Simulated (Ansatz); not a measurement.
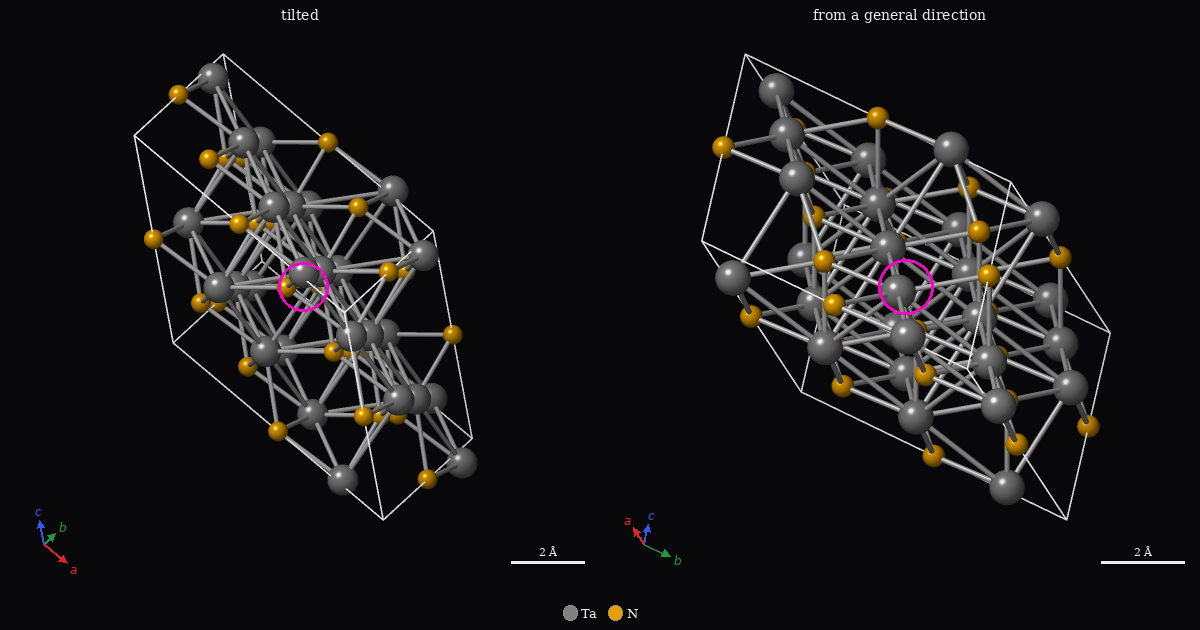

Ball-and-stick representation of a periodic structure, projected slightly off an axis and from a general direction. Lines trace the edges of the supercell. The host is TaN, in a cell of 32 sites, and the cell is neutral. A ring marks the defect's site.

### How does this supercell depart from the perfect host?

A nitrogen vacancy. Around the empty site lie six Ta at about 2.2 Å.

The atoms were relaxed in the host's cell with DFT PBE, scalar-relativistic, plane waves, PAW (Ansatz 0.2.0).
